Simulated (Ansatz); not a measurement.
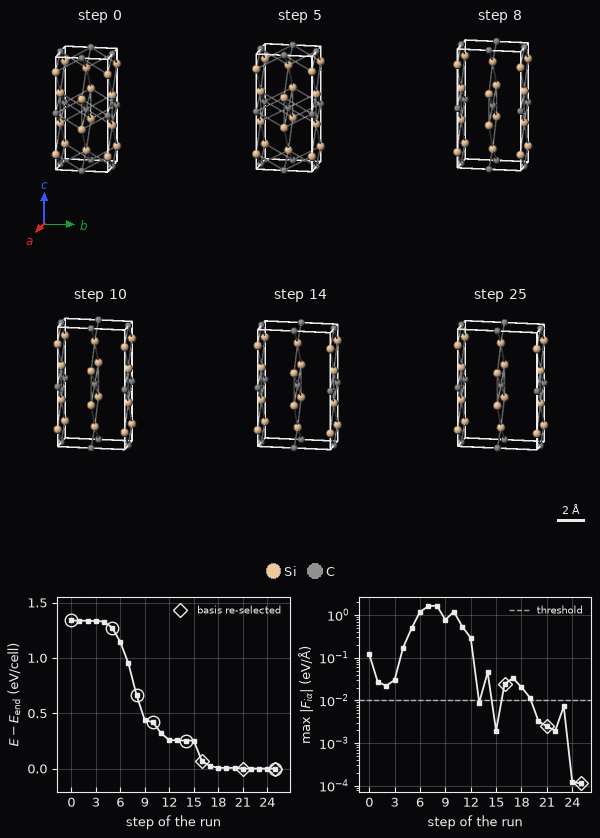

Frames of a relaxation of solid Si2C (a generated structure, set up in Fmmm), marked on the history of the run. The picture is a ball-and-stick view of the conventional cell (4 times the calculation's cell), seen slightly off an axis. Lengths and directions refer to the drawn axes.

Theory: DFT PBE, scalar-relativistic, plane waves, PAW in Ansatz.

The input:
```yaml
crystal:
  lattice:
    - [0.0, 2.0057989994, 4.392671863]
    - [1.8207820814, 0.0, 4.392671863]
    - [1.8207820814, 2.0057989994, 0.0]
  atoms:
    - { symbol: Si, position: [0.134740406, 0.134740406, 0.865259594] }
    - { symbol: Si, position: [0.865259594, 0.865259594, 0.134740406] }
    - { symbol: C, position: [0.5, 0.5, 0.5] }
basis:
  ecutwfc: 420
kpoints:
  mp_grid: { grid: [18, 18, 18] }
hamiltonian:
  xc: pbe
scf:
  occupations: { method: gaussian, width: 0.1 }
output:
  forces: true
  stress: true
  eigenvalues: true
relax:
  adjacent_minimum: "off"
  f_tol: 0.01
  max_steps: 80
  cell: { stress_tol: 0.05 }
```

Run as
```bash
ansatz run input.yaml --threads 1 --pin off --max-ram 2560MiB --backend cpu --events-out ev --progress --plain --runs-dir out
```

### What happens along the run?

The largest moves relative to the cell, 0.038 Å, are those of Si1 and Si2. Si1 goes along +c. C stays in place. Cell: a 3.642 → 2.834 Å (−22.2 %), b 4.012 → 6.108 Å (+52.3 %), c 8.785 → 9.130 Å (+3.9 %). Volume +23.1 %. Among the contacts that change: Si1–C3 2.329 → 3.307 Å, Si1–Si2 2.850 → 3.666 Å, Si1–Si1 3.642 → 2.834 Å, Si1–Si1 (another image) 2.709 → 3.367 Å. Bond angles that change, for instance: Si1–C3–Si1 113.9° → 96.3°, Si1–C3–Si2 66.1° → 83.7°, C3–Si2–C3 113.9° → 96.3°. The space group stays Fmmm (No. 69). The energy falls by 1.339 eV per cell of the calculation in 22 accepted moves (25 points after the start). Largest force component: 0.12 eV/Å at the start, 0.00011 eV/Å at the end. The pressure goes from 0.75 to 0.00 GPa. At 3 points the geometry stayed and the basis and grid were re-selected for the new cell (energy shift of 0.185 eV per cell of the calculation at most each time). From step 0 to 5: Si atoms move most (0.03 Å), volume +3.6 %, energy −63.8 meV per cell of the calculation. From step 5 to 8: volume +2.1 %, energy −0.612 eV per cell of the calculation. From step 8 to 10: Si atoms move most (0.10 Å), volume +3.2 %, energy −0.243 eV per cell of the calculation. From step 10 to 14: Si atoms move most (0.03 Å), volume +3.8 %, energy −0.167 eV per cell of the calculation. From step 14 to 25: volume +8.7 %, energy −0.253 eV per cell of the calculation.

```csv
step,"E − E(0), meV/atom","largest force component, eV/Å","pressure, GPa","volume, Å³/atom",note
0,0.00,0.1206,0.75,10.695,
1,-0.67,0.0274,0.19,10.744,
2,-0.98,0.0220,0.10,10.765,
3,-1.43,0.0302,-0.07,10.812,
4,-3.39,0.1717,-0.27,10.891,
5,-21.27,0.4856,0.16,11.078,
6,-64.84,1.1858,2.60,11.161,
7,-129.58,1.6140,3.92,11.235,
8,-225.35,1.6594,3.72,11.306,
9,-300.53,0.7716,5.42,11.334,
10,-306.39,1.2003,-3.47,11.666,
11,-339.76,0.5375,-3.87,12.000,
12,-360.25,0.2916,2.08,11.959,
13,-361.24,0.0089,-0.30,12.200,
14,-361.97,0.0457,-0.25,12.113,
15,-362.02,0.0019,0.01,12.112,
16,-423.59,0.0244,2.86,12.112,"same geometry, new basis"
17,-438.23,0.0332,1.53,12.526,
18,-443.99,0.0205,0.45,12.939,
19,-444.25,0.0116,0.08,13.074,
20,-444.24,0.0033,0.00,13.091,
21,-446.35,0.0025,0.18,13.091,"same geometry, new basis"
22,-446.38,0.0020,0.02,13.157,
23,-446.38,0.0073,0.04,13.166,
24,-446.37,0.0001,0.00,13.170,
25,-446.45,0.0001,0.00,13.170,"same geometry, new basis"
```
